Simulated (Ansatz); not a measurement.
# GaN: 5 runs along one coordinate

System: GaN (I-4m2, 2 atoms in the cell).
Method: DFT r2SCAN, scalar-relativistic, plane waves, PAW, no spin polarisation (Ansatz 0.2.0).

The 5 runs differ only in the geometry, by a strain of the cell at fixed fractional positions. Against run 3, the strain is εxx = η and εyy = η. The structure derives from a Materials Project entry.

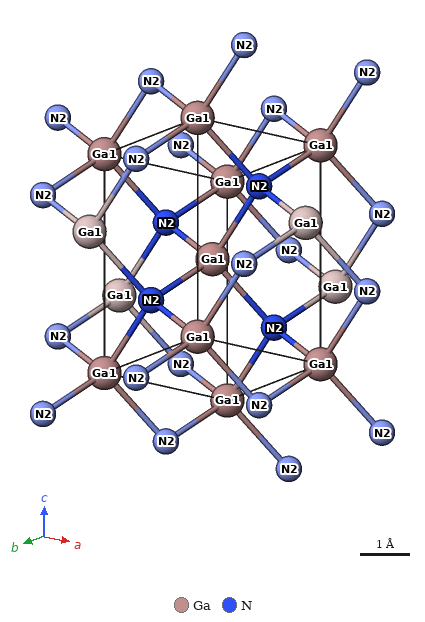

Figure 1. The structure of run 3 (ball-and-stick view of the cell 2 times as large as that of the calculation, set on its symmetry axes, seen at an oblique angle; neighbours outside the cell are drawn fainter; atoms are numbered from 1 in the order of the input).

**Input of run 3**
```yaml
crystal:
  lattice:
    - [0.0, 2.2535006075, 2.3661756379]
    - [2.2535006075, 0.0, 2.3661756379]
    - [2.2535006075, 2.2535006075, 0.0]
  atoms:
    - { symbol: Ga, position: [0.0, 0.0, 0.0] }
    - { symbol: "N", position: [0.75, 0.75, 0.75] }
basis:
  ecutwfc: 500
kpoints:
  mp_grid: { grid: [10, 10, 10] }
hamiltonian:
  xc: r2scan
scf:
  occupations: { method: gaussian, width: 0.05 }
output:
  forces: true
  stress: true
  eigenvalues: true
```

Run 4 differs from it as follows:
```diff
-    - [0.0, 2.2535006075, 2.3661756379]
-    - [2.2535006075, 0.0, 2.3661756379]
-    - [2.2535006075, 2.2535006075, 0.0]
+    - [0.0, 2.3098381227, 2.3661756379]
+    - [2.3098381227, 0.0, 2.3661756379]
+    - [2.3098381227, 2.3098381227, 0.0]
```

**Results, with one run withheld**

| run | strain parameter η (%) | free energy per atom, from the lowest run given (meV) | pressure (GPa) | gap on the mesh (eV) |
| --- | --- | --- | --- | --- |
| 1 | −5.0000 | 31.09 | 9.57 | 2.26 |
| 2 | −2.5000 | 0.00 | −1.20 | 1.99 |
| 3 | 0.0000 | 9.25 | −9.71 | 1.71 |
| 4 | 2.5000 | ? | ? | ? |
| 5 | 5.0000 | 124.41 | −21.45 | 1.15 |

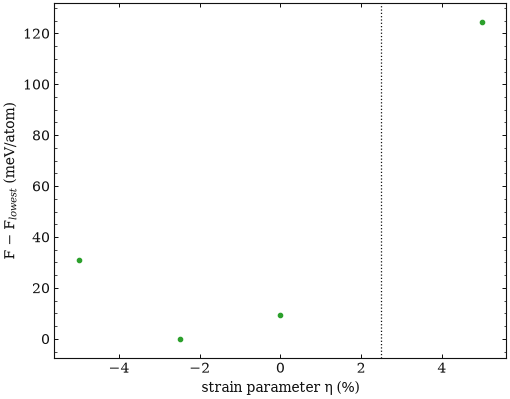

Figure 2. Free energy per atom of the runs given; the dotted line marks run 4.

Fit the runs given and predict run 4.

A quadratic polynomial in the coordinate, fitted to the 4 runs given, misses them by at most 1.77 meV per atom. With x = η + 0.6250, it reads F = 3.121 + 5.9402 x + 2.7843 x² (meV per atom). At run 4 it gives 48.87 meV per atom, and the run itself gives 52.56. The fit has its minimum at η = −1.6917 %. So low a polynomial doesn't follow these energies more closely. The gap on the mesh goes, without turning, from 2.26 eV in run 1 to 1.15 eV in run 5; run 4 has 1.43 eV. These are gaps of this functional on this mesh, which can miss the band edges; they aren't the measured gap.

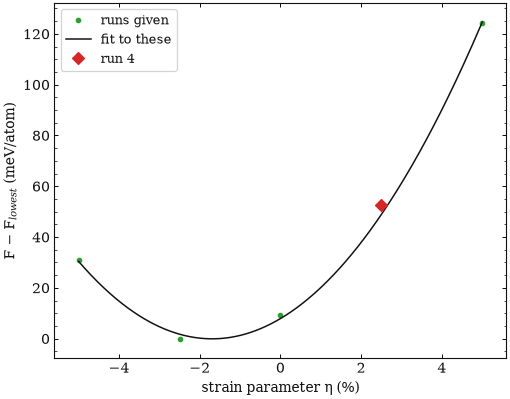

Figure 3. The fit and the withheld run.

**Output, shortened to warnings, some set-up lines, iterations and results (run 4)**
```
Basis set: ecut = 500 eV, 625 PW (Γ), exchange–correlation on 100×100×96 points (64 copies of the dense FFT grid, shifted against one another)
Symmetry: 8 space group operations
k-points: 102 of 1000 (time reversal used)
Initial density: superposition of atomic densities (neutral atoms: chi_scale 0, normalization atom), corrected by the library's trained network
[...]
SCF iter   1: F=—  HF=-4176.206251 eV  |F-HF|=—  |Δ(HF+E_count)|=         —  Δρ=1.17e-2  dr2=1.27e-2  dr2_τ=6.68e-2  ethr=1.77e-3  ⟨swp⟩=5.2  Hψ=6955  notcnv=0
SCF iter   2: F=—  HF=-4176.228867 eV  |F-HF|=—  |Δ(HF+E_count)|=   2.26e-2  Δρ=4.25e-3  dr2=2.90e-3  dr2_τ=1.01e-4  ethr=7.04e-5  ⟨swp⟩=2.0  Hψ=3472  notcnv=0
SCF iter   3: F=—  HF=-4176.228954 eV  |F-HF|=—  |Δ(HF+E_count)|=   8.70e-5  Δρ=2.97e-3  dr2=7.71e-4  dr2_τ=6.68e-5  ethr=1.61e-5  ⟨swp⟩=2.0  Hψ=2479  notcnv=0
SCF iter   4: F=—  HF=-4176.229026 eV  |F-HF|=—  |Δ(HF+E_count)|=   7.22e-5  Δρ=8.32e-4  dr2=1.48e-4  dr2_τ=3.81e-5  ethr=4.29e-6  ⟨swp⟩=2.9  Hψ=2216  notcnv=0
SCF iter   5: F=—  HF=-4176.229005 eV  |F-HF|=—  |Δ(HF+E_count)|=   2.13e-5  Δρ=1.42e-4  dr2=4.97e-6  dr2_τ=2.50e-7  ethr=8.25e-7  ⟨swp⟩=2.3  Hψ=1803  notcnv=0
SCF iter   6: F=—  HF=-4176.229003 eV  |F-HF|=—  |Δ(HF+E_count)|=   1.73e-6  Δρ=9.42e-5  dr2=2.25e-6  dr2_τ=1.15e-7  ethr=2.76e-8  ⟨swp⟩=2.0  Hψ=1851  notcnv=0
SCF iter   7: F=—  HF=-4176.229003 eV  |F-HF|=—  |Δ(HF+E_count)|=   3.19e-7  Δρ=3.93e-5  dr2=3.97e-7  dr2_τ=3.78e-9  ethr=1.25e-8  ⟨swp⟩=1.1  Hψ=1340  notcnv=0
SCF iter   8: F=-4176.229003 eV  HF=-4176.229003 eV  |F-HF|=1.12e-8  |Δ(HF+E_count)|=   7.07e-8  Δρ=8.15e-6  dr2=1.77e-8  dr2_τ=1.66e-10  ethr=5.56e-10  ⟨swp⟩=4.2  Hψ=4483  …
SCF 1 converged in 8 iterations: F = -4176.229003 eV  dr2 = 1.77e-8
SCF converged after 8 iterations
Free energy (F): -4176.229003 eV
Harris-Foulkes:  -4176.229003 eV  (|F-HF|=1.12e-8)
Internal energy: -4176.229003 eV  (E = F + TS)
E sigma→0 (E₀):  -4176.229003 eV
Fermi energy:    8.713837 eV
--- Per-component energies (eV) ---
  E_band       = -39.570437
  E_kinetic    = 242.838165
  E_local      = -2028.972343  (includes V_loc(G=0)·N_el)
  E_nonlocal   = 476.093428
  E_hartree    = 928.491280
  E_xc         = -120.144583
  E_vxc        = -141.407818  (∫ρ·V_xc dr)
  E_paw        = -2137.434174  (= ΣΔE_a)
  E_vpaw       = -452.892306  (= ΣTr[D̂ρ^β])
  E_aug_tail   = -0.000034  (compensation charges beyond the density's cutoff)
  E_vtau       = 7.789429  (kinetic-family band-sum trace: ∫τ·v_τ [+ j·A + Jᵃ·Aᵃ] dr)
  E_ewald      = -1536.418108
  E_core_change = -0.682634  (= ΣΔE_core)
  E_smearing   = -0.000000  (= −TS)
  E_closure    = -0.000000  (closes the sum)
  Σ components = -4176.229003   (vs F -4176.229003, Δ=0.00e0)
--- Forces (eV/Å), atoms counted from 1 ---
  atom   1  Ga    -0.00000000    -0.00000000    -0.00000000
  atom   2  N      0.00000000     0.00000000    -0.00000000
  max |Σ_I F_I| component: 5.55e-17 eV/Å
--- Stress (GPa, compression-positive) ---
      -15.204032      -0.000000      -0.000000
        0.000000     -15.204032       0.000000
        0.000000       0.000000     -18.638786
  P = ⅓ Tr σ = -16.3490 GPa (-163.490 kbar)
```
